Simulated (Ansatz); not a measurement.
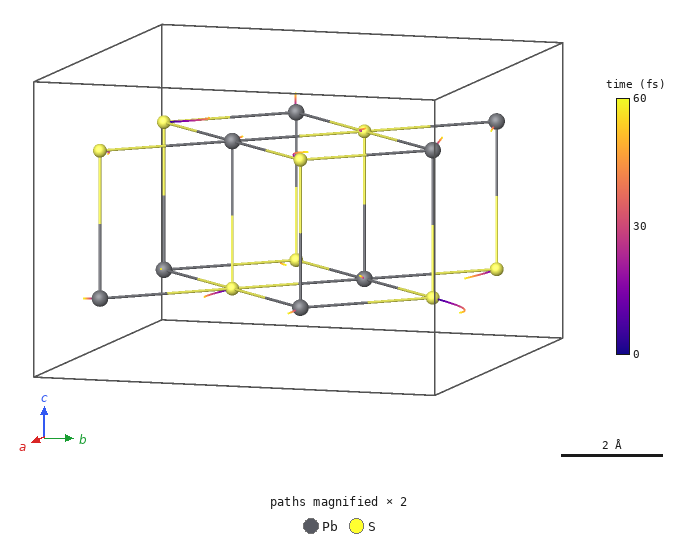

A Born-Oppenheimer molecular dynamics run of a 16-atom cell of PbS (built on the database structure type), 60 fs long. Lines trace each atom's path, coloured by time; spheres stand at the starting positions. The excursions are magnified 2 times. Seen slightly off an axis in the simulation cell.

Computed with DFT, PBE, plane waves, PAW in Ansatz 0.2.0. Set-up: plane-wave cutoff 420 eV; k-point mesh 2 × 2 × 2; Fermi-Dirac smearing 0.086 eV; Nosé-Hoover thermostat (NVT); set temperature 1000 K; time step 1.5 fs.

Input
```yaml
crystal:
  lattice:
    - [8.3969062117, 0.0, 0.0]
    - [0.0, 8.3970756195, 0.0]
    - [0.0, 0.0, 5.9549033865]
  atoms:
    - { symbol: Pb, position: [0.1248374589, 0.375, 0.7501601739] }
    - { symbol: Pb, position: [0.6248374589, 0.375, 0.7498398261] }
    - { symbol: Pb, position: [0.8751625411, 0.125, 0.2498398261] }
    - { symbol: Pb, position: [0.3751625411, 0.125, 0.2501601739] }
    - { symbol: S, position: [0.87533305, 0.125, 0.7502173244] }
    - { symbol: S, position: [0.37533305, 0.125, 0.7497826756] }
    - { symbol: S, position: [0.12466695, 0.375, 0.2497826756] }
    - { symbol: S, position: [0.62466695, 0.375, 0.2502173244] }
    - { symbol: Pb, position: [0.1248374589, 0.875, 0.7501601739] }
    - { symbol: Pb, position: [0.6248374589, 0.875, 0.7498398261] }
    - { symbol: Pb, position: [0.8751625411, 0.625, 0.2498398261] }
    - { symbol: Pb, position: [0.3751625411, 0.625, 0.2501601739] }
    - { symbol: S, position: [0.87533305, 0.625, 0.7502173244] }
    - { symbol: S, position: [0.37533305, 0.625, 0.7497826756] }
    - { symbol: S, position: [0.12466695, 0.875, 0.2497826756] }
    - { symbol: S, position: [0.62466695, 0.875, 0.2502173244] }
kpoints:
  mp_grid: { grid: [2, 2, 2] }
hamiltonian:
  xc: pbe
scf:
  occupations: { method: fermi_dirac, width: 0.086 }
md:
  ensemble: nvt_nose_hoover
  temperature: 1000
  timestep: 1.5
  n_steps: 40
  initial_velocities: maxwell_boltzmann
  seed: 9828
```

Launched with:
```bash
ansatz run input.yaml --threads 4 --pin off --max-ram 5529MiB --backend cpu --events-out ev --progress --plain --runs-dir out
```

Q: What do the traces tell about the motion?

A: In the second half of the run the atoms are, in the root-mean-square, this far from where they began (common drift taken out): S 0.28 Å, Pb 0.14 Å. The run lasts only 60 fs, too short to tell vibration from diffusion. The conserved quantity stays between −0.00025 and 0.039 meV per atom of its start. A straight-line fit has a slope that amounts to +0.039 meV per atom over 60 fs (under 0.1 % of the mean kinetic energy), and the ripple about it is under 0.1 % of the kinetic energy's fluctuation. With a drift under 2 % and a ripple under 7 %, the integration is accurate.

Cost: 120 s on 4 threads of Arm Neoverse V1 (shared host), peak memory 1.4 GiB.
